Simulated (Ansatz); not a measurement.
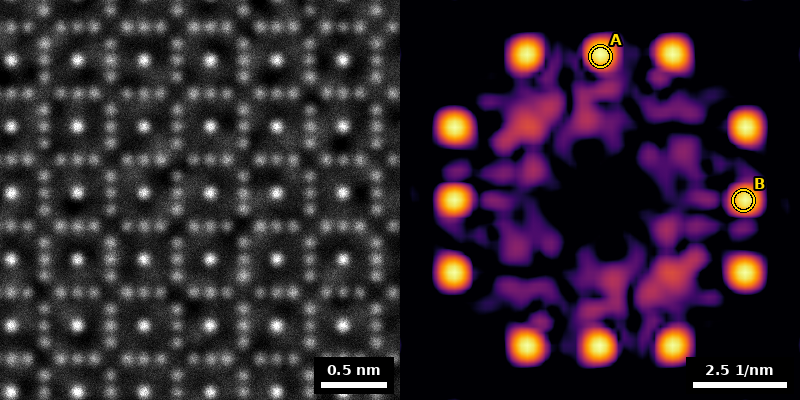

Z-contrast image of a crystal. The image is simulated as a sum over atoms of Z^1.7, blurred by a 0.79 Å probe (no channelling). The probe carries 15 % of its weight in a tail 2.5 times as wide. Shot noise and the speckle of an amorphous layer were added.

The right panel is the modulus of the image's Fourier transform on a logarithmic scale.

Q: Which lattice spacings do the marked spots stand for, and what angle do A and B enclose?

A: 2.6 Å, B: 2.6 Å; A and B enclose about 90°.

The crystal is Ti (Pm-3n, No. 223) along [001]; the spots are (0 -2 0) and (-2 0 0). Structure: the end point of a relaxation with DFT, PBEsol, plane waves (420 eV) with PAW, scalar-relativistic (Ansatz); the starting structure was generated, so it need not be a known form of this composition.
